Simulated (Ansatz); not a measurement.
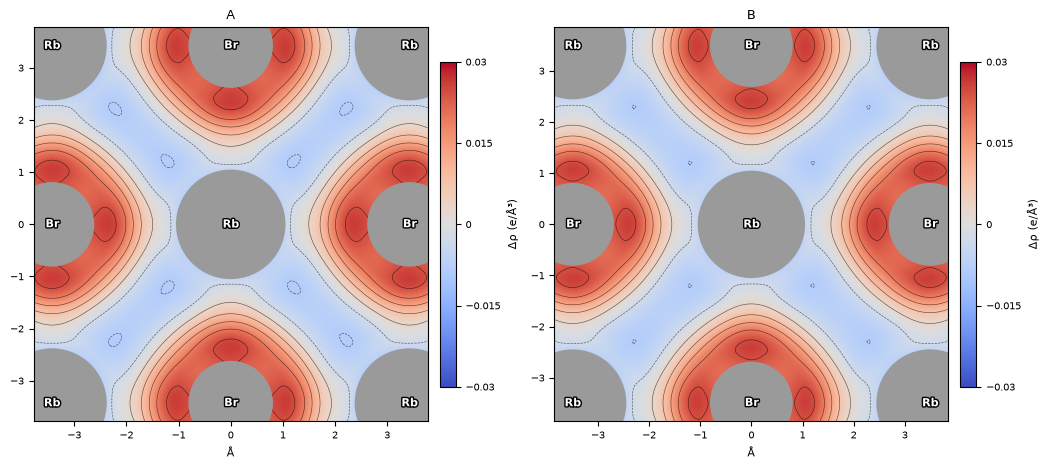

RbBr: deformation density on the (001) plane of the conventional cell at two volumes, with the same fractional coordinates and one colour scale. Grey discs cover the cores. Panel B has 106 % of the volume of panel A.

Space group Fm-3m.

Computed with Ansatz, DFT LDA, scalar-relativistic, plane waves, PAW.

What changes between the database cell and the scaled one?

From A to B, Br–Rb goes from 3.43 to 3.49 Å, and Δρ at its midpoint stays at +0.008 e/Å³.
- The pressure is −1.2 GPa in A and −1.8 GPa in B.
- Bader charges in A: Rb +0.80 and Br −0.80 e; in B: Rb +0.81 and Br −0.81 e.
- The rearranged charge is 0.17 e an atom in A and 0.18 e in B.
